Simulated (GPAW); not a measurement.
## Does VGa15P16 (GaP32 V1) carry moments in GPAW?

Aim: find out whether VGa15P16 (GaP32 V1) carries moments when they start parallel, and what they gain.

Main program and level: GPAW 26.7.0; PBE; plane waves with GPAW's PAW setups, scalar-relativistic.

### Step 1. Set-up

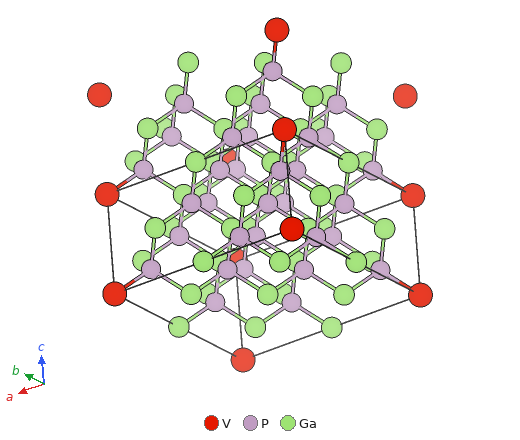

The cell as given, from a free direction (vanadium red, phosphorus pink, gallium green). 1×1×2 cells are drawn. Bonds to atoms that aren't drawn are left out. Some periodic images of atoms are drawn too.

The cell is a made-up one and need not be a known phase.

### Step 2. Order 1, typed as ferro +

The parallel start comes first: it fits the smallest cell, keeps the most symmetry and shows whether parallel moments form.

order1.py reads:

```python
import json
import numpy as np
from ase import Atoms
from ase.parallel import paropen, parprint
from gpaw import GPAW

atoms = Atoms(['V', 'P', 'Ga', 'P', 'Ga', 'P', 'Ga', 'P', 'Ga', 'P', 'Ga', 'P', 'Ga', 'P', 'Ga', 'P', 'Ga', 'P', 'Ga', 'P', 'Ga', 'P', 'Ga', 'P', 'Ga', 'P', 'Ga', 'P', 'Ga', 'P', 'Ga', 'P'],
    cell=[[10.902, 0.0, 0.0],
         [0.0, 10.902, 0.0],
         [0.0, 0.0, 5.451]],
    scaled_positions=[[0.0, 0.0, 0.0],
         [0.125, 0.125, 0.25],
         [0.0, 0.25, 0.5],
         [0.125, 0.375, 0.75],
         [0.25, 0.0, 0.5],
         [0.375, 0.125, 0.75],
         [0.25, 0.25, 0.0],
         [0.375, 0.375, 0.25],
         [0.0, 0.5, 0.0],
         [0.125, 0.625, 0.25],
         [0.0, 0.75, 0.5],
         [0.125, 0.875, 0.75],
         [0.25, 0.5, 0.5],
         [0.375, 0.625, 0.75],
         [0.25, 0.75, 0.0],
         [0.375, 0.875, 0.25],
         [0.5, 0.0, 0.0],
         [0.625, 0.125, 0.25],
         [0.5, 0.25, 0.5],
         [0.625, 0.375, 0.75],
         [0.75, 0.0, 0.5],
         [0.875, 0.125, 0.75],
         [0.75, 0.25, 0.0],
         [0.875, 0.375, 0.25],
         [0.5, 0.5, 0.0],
         [0.625, 0.625, 0.25],
         [0.5, 0.75, 0.5],
         [0.625, 0.875, 0.75],
         [0.75, 0.5, 0.5],
         [0.875, 0.625, 0.75],
         [0.75, 0.75, 0.0],
         [0.875, 0.875, 0.25]],
    pbc=True,
    magmoms=[2.0, 0.0, 0.0, 0.0, 0.0, 0.0, 0.0, 0.0, 0.0, 0.0, 0.0, 0.0, 0.0, 0.0, 0.0, 0.0, 0.0, 0.0, 0.0, 0.0, 0.0, 0.0, 0.0, 0.0, 0.0, 0.0, 0.0, 0.0, 0.0, 0.0, 0.0, 0.0])
atoms.calc = GPAW(mode={'name': 'pw', 'ecut': 450},
    xc='PBE',
    kpts={'size': (3, 3, 5), 'gamma': True},
    occupations={'name': 'fermi-dirac', 'width': 0.05},
    convergence={'density': 1e-05, 'energy': 1e-05},
    maxiter=200,
    mixer={'name': 'pulay', 'beta': 0.05, 'nmaxold': 6, 'weight': 50},
    symmetry={'tolerance': 1e-4},
    txt='order1.txt')
e = atoms.get_potential_energy(force_consistent=True)
res = {'free_energy': e, 'energy_sigma0': atoms.get_potential_energy(), 'fermi_energy': atoms.calc.get_fermi_level()}
res['moments'] = atoms.get_magnetic_moments().tolist()
res['total'] = atoms.get_magnetic_moment()
parprint('site moments (muB):', np.round(res['moments'], 3))
parprint(f"total moment: {res['total']:.3f} muB")
parprint(f'free energy: {e:.6f} eV')
atoms.calc.write('order1.gpw')
with paropen('results.json', 'w') as f:
    json.dump(res, f)
```

Command:

```
$ OMP_NUM_THREADS=1 mpirun -n 4 gpaw python order1.py > order1.log
```

Numbers of over 12 decimals in the logs are rounded to 6 here.

Output:

```text
site moments (muB): [ 1.656e+00 -2.300e-02  1.500e-02  0.000e+00  1.500e-02  0.000e+00
  7.000e-03 -1.000e-03  0.000e+00  0.000e+00  1.500e-02 -2.300e-02
  0.000e+00 -1.000e-03  7.000e-03  0.000e+00  0.000e+00  0.000e+00
  0.000e+00 -1.000e-03  1.500e-02 -2.300e-02  7.000e-03  0.000e+00
  0.000e+00 -1.000e-03  0.000e+00  0.000e+00  0.000e+00  0.000e+00
  7.000e-03 -2.300e-02]
total moment: 2.000 muB
free energy: -149.246599 eV

--- order1.txt ---
Input parameters:
  mode=PW(ecut=450),
  convergence={'density': 1e-05, 'energy': 1e-05},
  kpts=MonkhorstPack(size=(3, 3, 5), gamma=True),
  maxiter=200,
  mixer=Pulay(name='pulay', nmaxold=6, beta=0.05, weight=50, sigma=0.015, g_ss=None),
  occupations=Occupations(name='fermi-dirac', width=0.05),
  symmetry=Symmetry(tolerance=0.0001),
  xc=XC(name='PBE')

Diagonalizing LCAO Hamiltonian
Converting LCAO to pw mode
        .--------------------------.
       /|                          |
      / |                          |
     /  |  P            P          |
    /   |      P             P     |
   /  Ga|           Ga             |
  /    P|        P   P         P   |
 *      .--Ga------------Ga--------.
 |     / P  P         P   P       /
 | Ga /      Ga Ga         Ga    /
 |   /        P            P    /
 |  /P  Ga        GP Ga        /
 | /      Ga           Ga     /
 |/                          /
 V------------Ga------------*

Atoms  # Å, Bohr magnetons
|    | symbol |        x |        y |        z |    initial magnetic moments |
|----|--------|----------|----------|----------|-----------------------------|
|  0 |      V | 0.000000 | 0.000000 | 0.000000 | ( 0.0000,  0.0000,  2.0000) |
|  1 |      P | 1.362750 | 1.362750 | 1.362750 | ( 0.0000,  0.0000,  0.0000) |
|  2 |     Ga | 0.000000 | 2.725500 | 2.725500 | ( 0.0000,  0.0000,  0.0000) |
|  3 |      P | 1.362750 | 4.088250 | 4.088250 | ( 0.0000,  0.0000,  0.0000) |
|  4 |     Ga | 2.725500 | 0.000000 | 2.725500 | ( 0.0000,  0.0000,  0.0000) |
|  5 |      P | 4.088250 | 1.362750 | 4.088250 | ( 0.0000,  0.0000,  0.0000) |
|  6 |     Ga | 2.725500 | 2.725500 | 0.000000 | ( 0.0000,  0.0000,  0.0000) |
|  7 |      P | 4.088250 | 4.088250 | 1.362750 | ( 0.0000,  0.0000,  0.0000) |
|  8 |     Ga | 0.000000 | 5.451000 | 0.000000 | ( 0.0000,  0.0000,  0.0000) |
|  9 |      P | 1.362750 | 6.813750 | 1.362750 | ( 0.0000,  0.0000,  0.0000) |
| 10 |     Ga | 0.000000 | 8.176500 | 2.725500 | ( 0.0000,  0.0000,  0.0000) |
| 11 |      P | 1.362750 | 9.539250 | 4.088250 | ( 0.0000,  0.0000,  0.0000) |
| 12 |     Ga | 2.725500 | 5.451000 | 2.725500 | ( 0.0000,  0.0000,  0.0000) |
| 13 |      P | 4.088250 | 6.813750 | 4.088250 | ( 0.0000,  0.0000,  0.0000) |
| 14 |     Ga | 2.725500 | 8.176500 | 0.000000 | ( 0.0000,  0.0000,  0.0000) |
| 15 |      P | 4.088250 | 9.539250 | 1.362750 | ( 0.0000,  0.0000,  0.0000) |
| 16 |     Ga | 5.451000 | 0.000000 | 0.000000 | ( 0.0000,  0.0000,  0.0000) |
| 17 |      P | 6.813750 | 1.362750 | 1.362750 | ( 0.0000,  0.0000,  0.0000) |
| 18 |     Ga | 5.451000 | 2.725500 | 2.725500 | ( 0.0000,  0.0000,  0.0000) |
| 19 |      P | 6.813750 | 4.088250 | 4.088250 | ( 0.0000,  0.0000,  0.0000) |
| 20 |     Ga | 8.176500 | 0.000000 | 2.725500 | ( 0.0000,  0.0000,  0.0000) |
| 21 |      P | 9.539250 | 1.362750 | 4.088250 | ( 0.0000,  0.0000,  0.0000) |
| 22 |     Ga | 8.176500 | 2.725500 | 0.000000 | ( 0.0000,  0.0000,  0.0000) |
| 23 |      P | 9.539250 | 4.088250 | 1.362750 | ( 0.0000,  0.0000,  0.0000) |
| 24 |     Ga | 5.451000 | 5.451000 | 0.000000 | ( 0.0000,  0.0000,  0.0000) |
| 25 |      P | 6.813750 | 6.813750 | 1.362750 | ( 0.0000,  0.0000,  0.0000) |
| 26 |     Ga | 5.451000 | 8.176500 | 2.725500 | ( 0.0000,  0.0000,  0.0000) |
| 27 |      P | 6.813750 | 9.539250 | 4.088250 | ( 0.0000,  0.0000,  0.0000) |
| 28 |     Ga | 8.176500 | 5.451000 | 2.725500 | ( 0.0000,  0.0000,  0.0000) |
| 29 |      P | 9.539250 | 6.813750 | 4.088250 | ( 0.0000,  0.0000,  0.0000) |
| 30 |     Ga | 8.176500 | 8.176500 | 0.000000 | ( 0.0000,  0.0000,  0.0000) |
| 31 |      P | 9.539250 | 9.539250 | 1.362750 | ( 0.0000,  0.0000,  0.0000) |

Unit cell  # Å
| periodic |         x |         y |        z |   lengths |    angles |
|----------|-----------|-----------|----------|-----------|-----------|
|      yes | 10.902000 |  0.000000 | 0.000000 | 10.902000 | 90.000000 |
|      yes |  0.000000 | 10.902000 | 0.000000 | 10.902000 | 90.000000 |
|      yes |  0.000000 |  0.000000 | 5.451000 |  5.451000 | 90.000000 |

Number of symmetries: 8

BZ-sampling:
  Number of BZ points: 45
  Number of IBZ points: 9

  Monkhorst-Pack size: [3, 3, 5]
  Monkhorst-Pack shift: [0, 0, 0]

K-points  # in reciprocal-cell coordinates
|   |                                coordinates |     weight |
|---|--------------------------------------------|------------|
| 0 | (  0.00000000,   0.00000000,   0.00000000) | 0.02222222 |
| 1 | (  0.00000000,   0.00000000,   0.20000000) | 0.04444444 |
| 2 | (  0.00000000,   0.00000000,   0.40000000) | 0.04444444 |
| 3 | (  0.33333333,   0.00000000,   0.00000000) | 0.08888889 |
| 4 | (  0.33333333,   0.00000000,   0.20000000) | 0.17777778 |
| 5 | (  0.33333333,   0.00000000,   0.40000000) | 0.17777778 |
| 6 | (  0.33333333,   0.33333333,   0.00000000) | 0.08888889 |
| 7 | (  0.33333333,   0.33333333,   0.20000000) | 0.17777778 |
| 8 | (  0.33333333,   0.33333333,   0.40000000) | 0.17777778 |

Plane wave coefficients: 14089
Cutoff: 450.000000 eV

Spin-components: 2 (collinear spins)
Bands:           88
Projectors:      161
Spin-degeneracy: 1
Datatype:        complex128

Parallelization:
  kpt:    4
  domain: 1
  band:   1

Density:
  Valence electrons: 138.0
  Components: 2
  Grid points: [54 54 27]
  Charge: 0.0  # |e|

Potential:
  Grid points: [54 54 27]

species:
  V:
    name:    Vanadium
    Z:       23.0
    valence: 13
    core:    10
    charge:  0.0  # [|e|]
    compensation charges:
      type: gauss
      rc: 0.37  # [Å]
      lmax: 2
    cutoffs:
      filter: 2.14  # [Å]
      core: 0.96  # [Å]
    projectors
    | kind |    occ | energy [eV] | rcut [Å] |
    |------|--------|-------------|----------|
    |   3s |  2.000 |     -70.222 |    1.254 |
    |   4s |  2.000 |      -4.702 |    1.254 |
    |   3p |  6.000 |     -44.043 |    1.281 |
    |   4p |  0.000 |      -1.444 |    1.281 |
    |   3d |  3.000 |      -5.164 |    1.169 |
    |    d |        |      22.047 |    1.169 |

    Using partial waves for V as LCAO basis

  P:
    name:    Phosphorus
    Z:       15.0
    valence: 5
    core:    10
    charge:  0.0  # [|e|]
    compensation charges:
      type: gauss
      rc: 0.30  # [Å]
      lmax: 2
    cutoffs:
      filter: 1.69  # [Å]
      core: 1.81  # [Å]
    projectors
    | kind |    occ | energy [eV] | rcut [Å] |
    |------|--------|-------------|----------|
    |   3s |  2.000 |     -13.968 |    0.953 |
    |   3p |  3.000 |      -5.506 |    0.953 |
    |    s |        |      13.244 |    0.953 |
    |    p |        |      21.705 |    0.953 |
    |    d |        |       0.000 |    0.953 |

    Using partial waves for P as LCAO basis

  Ga:
    name:    Gallium
    Z:       31.0
    valence: 3
    core:    28
    charge:  0.0  # [|e|]
    compensation charges:
      type: gauss
      rc: 0.37  # [Å]
      lmax: 2
    cutoffs:
      filter: 2.06  # [Å]
      core: 4.17  # [Å]
    projectors
    | kind |    occ | energy [eV] | rcut [Å] |
    |------|--------|-------------|----------|
    |   4s |  2.000 |      -8.945 |    1.164 |
    |   4p |  1.000 |      -2.580 |    1.164 |
    |    s |        |      18.266 |    1.164 |
    |    p |        |      24.631 |    1.164 |
    |    d |        |       0.000 |    1.164 |

    Using partial waves for Ga as LCAO basis

Reference energy: -967937.187036  # eV

eigensolver:
  PPCG
  Converge bands: occupied
  niter=2

density mixing:
  Pulay-Mixer
  Linear mixing parameters: 0.05
  Old densities: 6
  Fourier metric: weight=50, sigma=0.015

occupation numbers:
  Fermi-Dirac:
    width: 0.0500  # eV

poisson solver:
  ecut: 3600.000000  # eV

xc functional:
  name: PBE with 2 nearest neighbor stencil

convergence criteria:
- Maximum integral of absolute [dens]ity change: 1e-05 electrons / valence electron
- Maximum [total energy] change in last 3 cyles: 1e-05 eV / valence electron
- Maximum integral of absolute [eigenst]ate change: 4e-08 eV^2 / valence electron
maximum number of iterations: 200

SCF iterations
|iter     |      energy | eigst |  dens |  magmom |
|---------|-------------|-------|-------|---------|
|iter:   1|       0s | -151.917273 | +0.19 |       |  +2.0047|
|iter:   2|      10s | -151.508562 | -1.00 | -0.84 |  +2.0045|
|iter:   3|      20s | -150.018850 | -1.29 | -0.89 |  +2.0037|
|iter:   4|      30s | -149.245177 | -1.00 | -1.00 |  +2.0017|
|iter:   5|      39s | -149.445774 | -1.94 | -1.36 |  +2.0012|
|iter:   6|      49s | -149.363258 | -2.00 | -1.42 |  +2.0000|
|iter:   7|      58s | -149.264064 | -2.53 | -1.75 |  +2.0002|
|iter:   8|      68s | -149.248598 | -2.59 | -1.97 |  +1.9999|
|iter:   9|      77s | -149.247780 | -3.43 | -2.45 |  +2.0000|
|iter:  10|      86s | -149.245831 | -3.78 | -2.44 |  +2.0000|
[... 15 iterations left out ...]
|iter:  26|     234s | -149.246547c| -7.92c| -4.20 |  +2.0000|
|iter:  27|     240s | -149.246547c| -7.79c| -4.20 |  +2.0000|
|iter:  28|     250s | -149.246548c| -7.45c| -4.22 |  +2.0000|
|iter:  29|     255s | -149.246548c| -7.77c| -4.35 |  +2.0000|
|iter:  30|     261s | -149.246549c| -7.76c| -4.35 |  +2.0000|
|iter:  31|     267s | -149.246549c| -7.77c| -4.54 |  +2.0000|
|iter:  32|     272s | -149.246549c| -8.23c| -4.65 |  +2.0000|
|iter:  33|     278s | -149.246549c| -8.15c| -4.71 |  +2.0000|
|iter:  34|     283s | -149.246549c| -8.27c| -4.84 |  +2.0000|
|iter:  35|     289s | -149.246549c| -8.62c| -5.02c|  +2.0000|

Converged in 35 steps
Energy contributions relative to reference atoms: (reference = -967937.187036)

Energy contributions:
  Kinetic:         378.283116
  Coulomb:        -332.725986
  Zero:              0.297451
  External:          0.000000
  Xc:             -195.101080
  Entropy:          -0.000101
  Spinorbit:         0.000000
  ----------------------------
  Free energy:    -149.246599
  Extrapolated:   -149.246549

dipole moment: (-109.383587, -109.383587, -110.244420)  # |e|*Ang

Total magnetic moment: (0.000000, 0.000000, 1.999998)

Local magnetic moments
|        x |        y |         z |
|----------|----------|-----------|
| 0.000000 | 0.000000 |  1.656188 |  # V    0
| 0.000000 | 0.000000 | -0.023356 |  # P    1
| 0.000000 | 0.000000 |  0.014506 |  # Ga   2
| 0.000000 | 0.000000 |  0.000347 |  # P    3
| 0.000000 | 0.000000 |  0.014506 |  # Ga   4
| 0.000000 | 0.000000 |  0.000347 |  # P    5
| 0.000000 | 0.000000 |  0.007483 |  # Ga   6
| 0.000000 | 0.000000 | -0.000923 |  # P    7
| 0.000000 | 0.000000 |  0.000382 |  # Ga   8
| 0.000000 | 0.000000 |  0.000347 |  # P    9
| 0.000000 | 0.000000 |  0.014506 |  # Ga  10
| 0.000000 | 0.000000 | -0.023356 |  # P   11
| 0.000000 | 0.000000 |  0.000060 |  # Ga  12
| 0.000000 | 0.000000 | -0.000923 |  # P   13
| 0.000000 | 0.000000 |  0.007483 |  # Ga  14
| 0.000000 | 0.000000 |  0.000347 |  # P   15
[...]
| 0.000000 | 0.000000 |  0.007483 |  # Ga  22
| 0.000000 | 0.000000 |  0.000347 |  # P   23
| 0.000000 | 0.000000 |  0.000437 |  # Ga  24
| 0.000000 | 0.000000 | -0.000923 |  # P   25
| 0.000000 | 0.000000 |  0.000060 |  # Ga  26
| 0.000000 | 0.000000 |  0.000347 |  # P   27
| 0.000000 | 0.000000 |  0.000060 |  # Ga  28
| 0.000000 | 0.000000 |  0.000347 |  # P   29
| 0.000000 | 0.000000 |  0.007483 |  # Ga  30
| 0.000000 | 0.000000 | -0.023356 |  # P   31

Fermi level: 5.611
Eigenvalues  # (at kpt = [0.000, 0.000, 0.000])
| band index |      eig [eV] | occ [0-1] |      eig [eV] | occ [0-1] |
|------------|---------------|-----------|---------------|-----------|
|          0 |       -59.323 |     1.000 |       -57.642 |     1.000 |
|        ... |               |           |               |           |
|         61 |         3.524 |     1.000 |         3.683 |     1.000 |
|         62 |         3.689 |     1.000 |         3.766 |     1.000 |
|         63 |         3.689 |     1.000 |         3.767 |     1.000 |
|         64 |         3.765 |     1.000 |         3.767 |     1.000 |
|         65 |         4.594 |     1.000 |         4.703 |     1.000 |
|         66 |         4.649 |     1.000 |         4.730 |     1.000 |
|         67 |         4.649 |     1.000 |         4.730 |     1.000 |
|         68 |         4.799 |     1.000 |         6.161 |     0.000 |
|         69 |         4.861 |     1.000 |         6.191 |     0.000 |
|         70 |         6.195 |     0.000 |         6.454 |     0.000 |
|         71 |         6.305 |     0.000 |         6.509 |     0.000 |
|         72 |         6.305 |     0.000 |         6.509 |     0.000 |
|         73 |         6.832 |     0.000 |         6.831 |     0.000 |
|         74 |         6.973 |     0.000 |         7.009 |     0.000 |
|         75 |         6.973 |     0.000 |         7.082 |     0.000 |
|         76 |         6.994 |     0.000 |         7.149 |     0.000 |
|        ... |               |           |               |           |
|         87 |         8.629 |     0.000 |         8.825 |     0.000 |

Gap: 0.783 eV
Transition (v -> c):
  (s=0, k=2, n=69, [0.00, 0.00, 0.40]) -> (s=0, k=6, n=70, [0.33, 0.33, 0.00])
Direct/indirect transitions are different
Direct gap: 0.917 eV
Transition at: (s=0, k=8, n=69, [0.33, 0.33, 0.40])
```

Elapsed: 5.1 min, on 4 MPI ranks of INTEL XEON PLATINUM 8581C at 2.30GHz (Emerald Rapids), shared host; peak memory 2.1 GiB.

Spin moment in the augmentation sphere by element, in μB:

| element | atoms | mean | spread (r.m.s.) | least | largest |
| --- | --- | --- | --- | --- | --- |
| V | 1 | 1.66 | 0.00 | 1.66 | 1.66 |
| P | 16 | -0.01 | 0.01 | -0.02 | 0.00 |
| Ga | 15 | 0.01 | 0.01 | 0.00 | 0.01 |

The atoms farthest from the mean of their element:

| atom | x, y, z (Å) | spin moment in the augmentation sphere (μB) |
| --- | --- | --- |
| P32 | 9.54, 9.54, 1.36 | -0.02 |
| P2 | 1.36, 1.36, 1.36 | -0.02 |
| P22 | 9.54, 1.36, 4.09 | -0.02 |
| P12 | 1.36, 9.54, 4.09 | -0.02 |
| Ga3 | 0.00, 2.73, 2.73 | 0.01 |
| Ga5 | 2.73, 0.00, 2.73 | 0.01 |
| Ga21 | 8.18, 0.00, 2.73 | 0.01 |
| Ga11 | 0.00, 8.18, 2.73 | 0.01 |

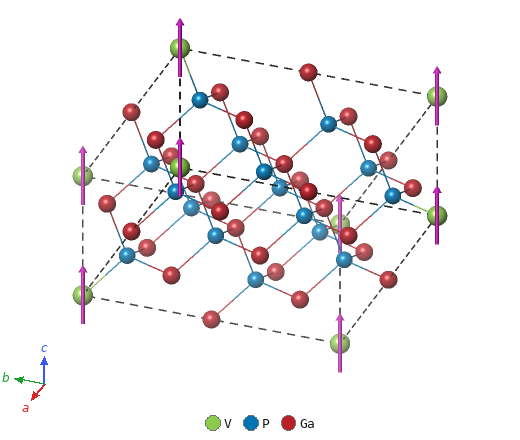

Spin moment in the augmentation sphere as arrows, the longest 1.66 μB. Up and down stand for the sign. Arrows give size and sign along the axis of quantisation, drawn up and down the page. Bonds to atoms that aren't drawn are left out. Some periodic images of atoms are drawn too.

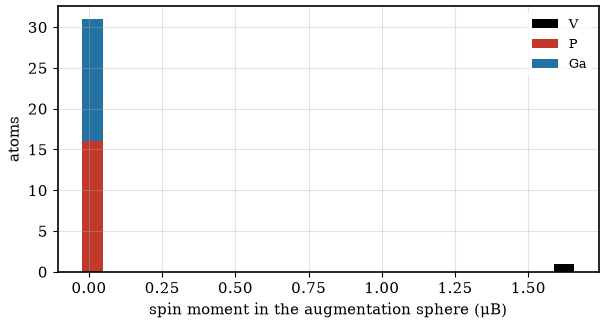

Spin moment in the augmentation sphere as a stacked histogram.

This step gave:

```
magnetization : 2.000 μB
final state   : ferromagnetic
```

After 35 cycles the largest moment stands at 1.66 μB.

(Part 1 of 2 ends here.)

[Logs and program files are shortened in this print: banners, set-up blocks, solver, clock and traceback lines can be left out without a mark of their own.]

[Logs are printed without paths, hosts, clocks, repeated set-up lines and the standing remarks that a program may print on its own settings, such as how far it seeks lower states.]

[Hosts, paths, dates, database ids (printed as entryN), source tags and the programs' standing remarks are cut or masked in the printed files.]

[Where a cell is said to come from a database of computed structures, the database is the Materials Project.]
